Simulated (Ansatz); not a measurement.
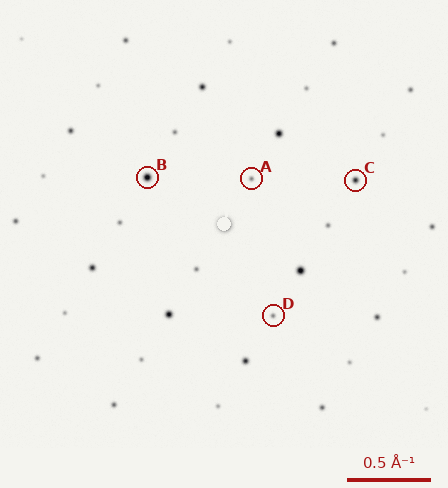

Simulated selected-area electron diffraction pattern (300 kV, kinematic approximation, thin crystal, B = 0.5 Å² for all atoms). The zone axis points towards the electron source and the pattern is seen from the source side.

CoSi, space group P4/mmm (No. 123), a = 2.62 Å, c = 3.14 Å. Structure: the end point of a relaxation with Ansatz, DFT PBE, scalar-relativistic, plane waves, PAW; the starting structure was generated, so it need not be a known form of this composition.

```
atom  site  symmetry       x       y       z
  Co    1a     4/mmm  0.0000  0.0000  0.0000
  Si    1d     4/mmm  0.5000  0.5000  0.5000
```

Spot A is indexed 0 0 -1 and spot B -1 1 0.

Q: Index the other marked spots.

A: C = 2A − B = 1 -1 -2 (d = 1.196 Å). D = −A − B = 1 -1 1 (d = 1.594 Å).

Q: Which zone axis is this?

A: The cross product of A and B is parallel to [110]; every spot obeys hu + kv + lw = 0.

Q: What are the spacings of A and B and the angle between them?

A: d(A) = 3.136 Å, d(B) = 1.850 Å, and the angle is 90.0°.
